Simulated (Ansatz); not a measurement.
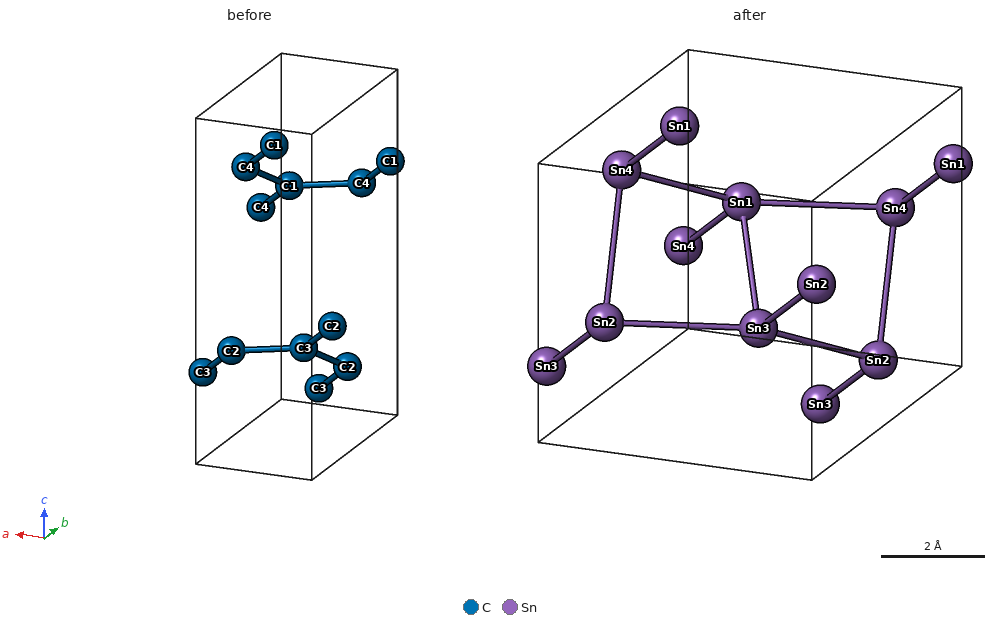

Left: solid C. Right: the same structure after one change, at the same scale. The picture is a ball-and-stick view of the conventional cell (2 times the calculation's cell), seen from a free direction. Lengths and directions refer to the drawn axes.

The calculation used Ansatz, DFT r2SCAN, scalar-relativistic, plane waves, PAW. (plane-wave cutoff 500 eV; occupations gaussian; smearing width 0.1 eV; no spin polarisation) The k-mesh is chosen for each cell (18×18×6, 10×10×8).

> What distinguishes the right structure from the left one?

Every carbon atom is replaced by tin, which gives Sn. Cell and atoms are relaxed again (to zero pressure within 0.1 GPa, forces under 0.01 eV/Å).

> And its effect?

The volume per atom goes from 9.29 to 30.93 Å³. It is metallic before and after. Cell: a 2.456 → 5.791 Å (+135.8 %), b 4.253 → 7.447 Å (+75.1 %), c 7.116 → 5.737 Å (−19.4 %). Volume +232.9 %. The space group stays Fmmm (No. 69).

Limits of the set-up: layers or molecules are held without a dispersion correction, so their spacing is unreliable.
